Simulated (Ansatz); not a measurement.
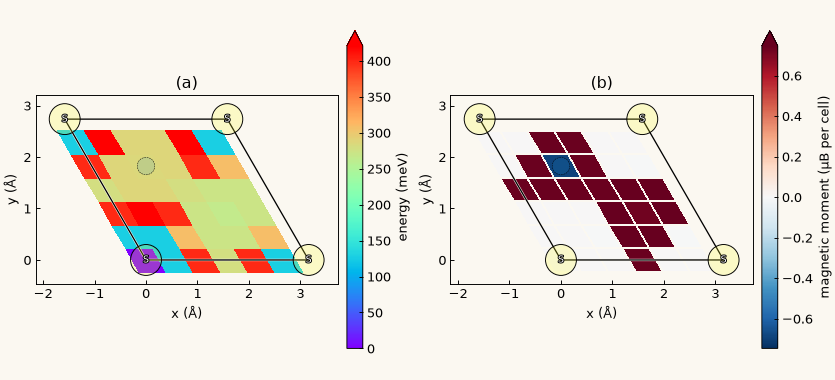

S on a two-dimensional sheet of WS₂ (1H type) (3 atoms of substrate and one adsorbate in a 1 × 1 cell). S is moved over the surface cell; relaxed at each place: the height of the adsorbate's atoms; substrate rigid; the origin of the map has the adsorbate above S3. Places are given modulo a cell vector. The map is drawn in real space over the plane of the surface. Grid: 6 × 6 points; 10 points were computed and 26 follow by symmetry. Energies are in meV, from the lowest grid point. The relaxed height changes by up to 1.3 Å between neighbouring points. The magnetic moment jumps between some neighbouring points. With one adsorbate in each 1 × 1 cell, its nearest image is 3.2 Å away, so neighbouring adsorbates interact. Method: DFT PBE+D3(BJ), scalar-relativistic, plane waves, PAW in Ansatz. Settings: cutoff 420 eV, k-mesh 9×9×1, gaussian smearing 0.05 eV, spin-polarised.

Panel (a) is the energy and panel (b) the computed magnetic moment on the same grid.

The picture shows one coloured cell a grid point, labelled circles for the atoms of the top layer and small ones for the second layer, the outline of one cell of the plane, one colour for all values above the top of the scale.

Question: How does the magnetic moment vary over the map, and what is it at the lowest grid point?

Answer: It runs from −0.69 μB per cell at a threefold hollow over a second-layer W atom, (2/6, 4/6) of the cell vectors to 0.75 μB per cell at (3/6, 1/6) of the cell vectors [nearest 1 S at 3.26 Å]. At the lowest grid point, the top site over a surface S atom, (0/6, 0/6) of the cell vectors, it is 0.00 μB per cell.

PAW datasets: the set soft_1.
